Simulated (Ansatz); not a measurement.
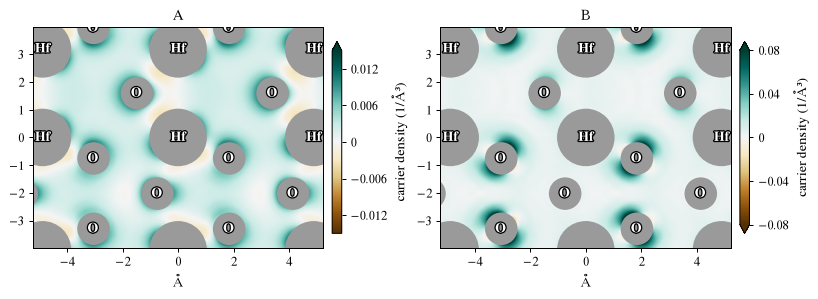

HfO2, doped once with holes and once with electrons (0.25 e in the calculation's cell of 12 atoms, uniform background, atoms fixed). Each panel shows the carrier's density (positive where it sits) on the (11̄0) plane of the conventional cell; grey discs cover the cores. Cores are masked to 1.0 Å (Hf) and 0.6 Å (O).

Space group P2_12_12; the calculation finds a residual pressure of about 10 GPa at this fixed cell. This isn't the usual form at ambient conditions. The cell comes from a database of computed structures, not from a measurement.

These are results of DFT PBE, scalar-relativistic, plane waves, PAW in Ansatz 0.2.0, not measurements.

> Tell the hole from the electron.

A is the electron: outside the cores it is densest at the edge of the masked core of Hf; it divides as O about 55 % and Hf about 45 %. B is the hole: outside the cores it is densest at the edge of the masked core of O; it divides as O about 80 % and Hf about 20 %. Shares are sums over atomic cells sized by the Bader volumes, which fill 30 % (Hf) and 70 % (O) of the cell, so only an excess over these marks a preference; they are shares of the net change, screening included, and the band-edge orbitals themselves can be more concentrated.
